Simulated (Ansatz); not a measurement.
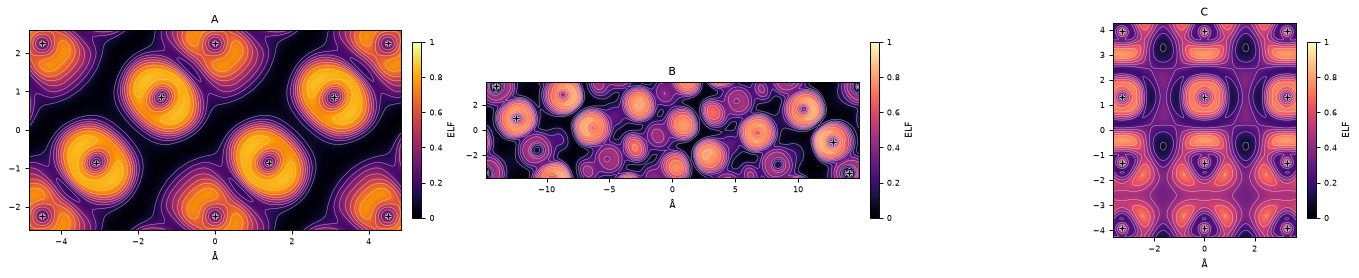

The electron localisation function of 3 systems, each on a plane through atoms (crosses mark nuclei in the plane).

Level of theory: Ansatz, DFT, PBE, PAW with Ansatz's default frozen-core files, scalar-relativistic.

System 1: Bi$_{2}$Se$_{3}$, the (111) plane of the conventional cell. Space group R-3m; changed on purpose from its base cell (equal xx and yy strain of -3 %, PAW files); not relaxed (largest force 0.6 eV/Å); computed pressure about 7 GPa in this cell.

```
Bi Se
1.0
     4.01871    0.00000    0.00000
    -2.00935    3.48030    0.00000
     0.00000    0.00000   28.63599
Bi Se
6 9
Direct
  0.33333 0.66667 0.06747
  0.00000 0.00000 0.40080
  0.66667 0.33333 0.73413
  0.33333 0.66667 0.26587
  0.00000 0.00000 0.59920
  0.66667 0.33333 0.93253
  0.00000 0.00000 0.00000
  0.66667 0.33333 0.33333
  0.33333 0.66667 0.66667
  0.00000 0.00000 0.21170
  0.66667 0.33333 0.54503
  0.33333 0.66667 0.87837
  0.66667 0.33333 0.12163
  0.33333 0.66667 0.45497
  0.00000 0.00000 0.78830
```

System 2: Si$_{2}$Mo, the (100) plane of the conventional cell. Space group I4/mmm; changed on purpose from its base cell (equal xx and yy strain of +3 %, PAW files); not relaxed (largest force 0.4 eV/Å); computed pressure about −8 GPa in this cell; computed without spin polarisation.

System 3: IrO$_{2}$, the (001) plane of the conventional cell. Space group P4₂/mnm; changed on purpose from its base cell (zz strain of +3 %, PAW files); computed pressure about −3 GPa in this cell; computed without spin polarisation.

```cif
data_structure
_symmetry_space_group_name_H-M 'P 1'
_symmetry_Int_Tables_number 1
_cell_length_a 4.4990
_cell_length_b 4.4990
_cell_length_c 3.2404
_cell_angle_alpha 90.000
_cell_angle_beta 90.000
_cell_angle_gamma 90.000
_cell_volume 65.59
loop_
_atom_site_label
_atom_site_type_symbol
_atom_site_fract_x
_atom_site_fract_y
_atom_site_fract_z
_atom_site_occupancy
Ir1 Ir 0.00000 0.00000 0.00000 1
Ir2 Ir 0.50000 0.50000 0.50000 1
O1 O 0.31100 0.31100 0.00000 1
O2 O 0.18900 0.81100 0.50000 1
O3 O 0.68900 0.68900 0.00000 1
O4 O 0.81100 0.18900 0.50000 1
```

### Match each panel to its system.

Panel A is system 3, IrO$_{2}$: the plane holds Ir and O. Ir–O (1.98 Å): the ELF peaks at about 0.85 in the valence shell of O, 0.6 Å from its nucleus, and is about 0.20 at the midpoint: no localised pair shows between them. Panel B is system 1, Bi$_{2}$Se$_{3}$: the plane holds Bi and Se. Bi–Se (2.79 Å): the ELF is about 0.45 at the midpoint and 0.35 at its lowest between the atoms. Panel C is system 2, Si$_{2}$Mo: the plane holds Si and Mo. Si–Mo (2.62 Å): the ELF peaks at about 0.80 in the valence shell of Si, 0.9 Å from its nucleus, and is about 0.40 at the midpoint.
